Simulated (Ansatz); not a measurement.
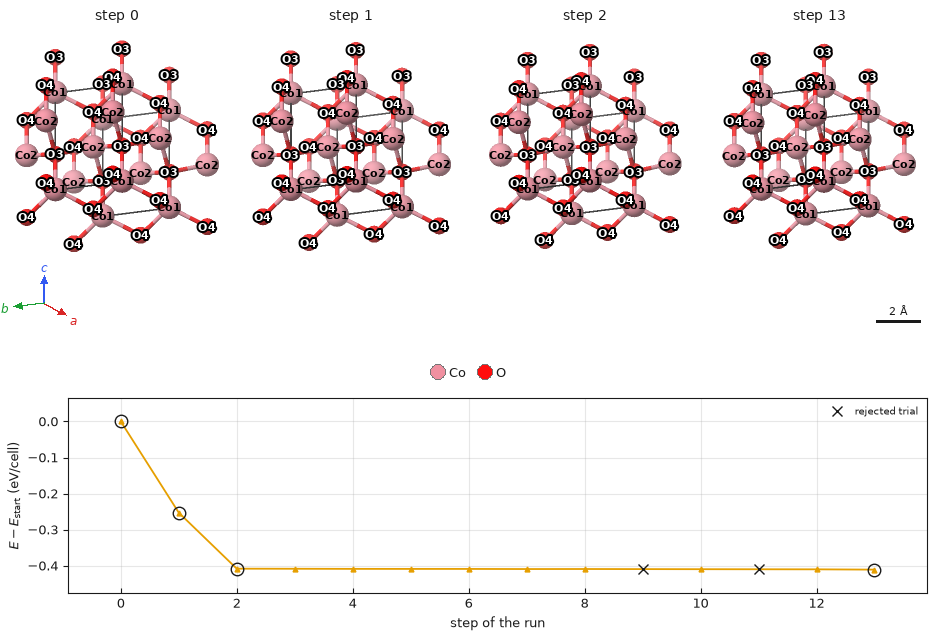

Frames of a relaxation of a crystal of CoO (set up in P6_3mc), marked on the history of the run. A ball-and-stick model of the cell of the calculation, seen from a free direction.

Case: relaxed again under DFT LDA, scalar-relativistic, plane waves, PAW.

Method: DFT LDA, scalar-relativistic, plane waves, PAW (Ansatz 0.2.0). (plane-wave cutoff 420 eV; k-point mesh 12 × 12 × 8; occupations gaussian; smearing width 0.01 eV; collinear spin; cell and atoms relaxed; force threshold 0.005 eV/Å; at most 50 steps)

What happens along the run?

Answer. The run was cut off at its time limit before the relaxation converged, so the last structure is only a point on the way. Over 11 accepted moves (13 points after the start) the energy falls by 0.411 eV per cell of the calculation. The largest force component goes from 0.084 to 0.051 eV/Å. The pressure goes from −17.54 to 0.45 GPa. The line search rejected the trial steps at points 9, 11 of the run. The largest move relative to the cell is that of Co2, 0.010 Å along −c. By element the largest moves are Co 0.010 Å, O 0.010 Å. Cell: a = b 3.167 → 2.979 Å (−6.0 %), c 5.289 → 5.147 Å (−2.7 %). Volume −13.9 %. Some distances before and after: Co1–O4 1.971 → 1.863 Å, Co1–O3 1.908 → 1.866 Å. The space group (tolerance 0.01 Å) goes from P6_3mc (No. 186) to P3m1 (No. 156). Cost: 8.8 min on 1 thread of Intel(R) Xeon(R) 6975P-C (Granite Rapids), with other jobs on the host, peak memory 0.6 GiB. From step 0 to 1: volume −5.7 %, energy −0.253 eV per cell of the calculation. From step 1 to 2: volume −9.3 %, energy −0.155 eV per cell of the calculation. From step 2 to 13: Co and O atoms move most (0.02 Å), volume +0.6 %, energy −2.6 meV per cell of the calculation.

```json
{"step": "0", "E − E(0), meV/atom": "0.00", "largest force component, eV/Å": "0.0843", "pressure, GPa": "-17.54", "volume, Å³/atom": "11.487", "note": ""}
{"step": "1", "E − E(0), meV/atom": "-63.24", "largest force component, eV/Å": "0.0557", "pressure, GPa": "-11.12", "volume, Å³/atom": "10.831", "note": ""}
{"step": "2", "E − E(0), meV/atom": "-102.06", "largest force component, eV/Å": "0.1020", "pressure, GPa": "1.51", "volume, Å³/atom": "9.825", "note": ""}
{"step": "3", "E − E(0), meV/atom": "-102.12", "largest force component, eV/Å": "0.0209", "pressure, GPa": "-0.17", "volume, Å³/atom": "9.912", "note": ""}
{"step": "4", "E − E(0), meV/atom": "-102.20", "largest force component, eV/Å": "0.0123", "pressure, GPa": "-0.04", "volume, Å³/atom": "9.902", "note": ""}
{"step": "5", "E − E(0), meV/atom": "-102.23", "largest force component, eV/Å": "0.0131", "pressure, GPa": "0.01", "volume, Å³/atom": "9.900", "note": ""}
{"step": "6", "E − E(0), meV/atom": "-102.24", "largest force component, eV/Å": "0.0145", "pressure, GPa": "0.02", "volume, Å³/atom": "9.900", "note": ""}
{"step": "7", "E − E(0), meV/atom": "-102.32", "largest force component, eV/Å": "0.0064", "pressure, GPa": "0.15", "volume, Å³/atom": "9.899", "note": ""}
{"step": "8", "E − E(0), meV/atom": "-102.30", "largest force component, eV/Å": "0.0139", "pressure, GPa": "-0.20", "volume, Å³/atom": "9.919", "note": ""}
{"step": "9", "E − E(0), meV/atom": "-102.27", "largest force component, eV/Å": "0.0342", "pressure, GPa": "-0.14", "volume, Å³/atom": "9.918", "note": "rejected"}
{"step": "10", "E − E(0), meV/atom": "-102.42", "largest force component, eV/Å": "0.0815", "pressure, GPa": "0.14", "volume, Å³/atom": "9.909", "note": ""}
{"step": "11", "E − E(0), meV/atom": "-102.54", "largest force component, eV/Å": "0.0435", "pressure, GPa": "0.44", "volume, Å³/atom": "9.885", "note": "rejected"}
{"step": "12", "E − E(0), meV/atom": "-102.52", "largest force component, eV/Å": "0.0843", "pressure, GPa": "0.28", "volume, Å³/atom": "9.901", "note": ""}
{"step": "13", "E − E(0), meV/atom": "-102.72", "largest force component, eV/Å": "0.0509", "pressure, GPa": "0.45", "volume, Å³/atom": "9.887", "note": ""}
```
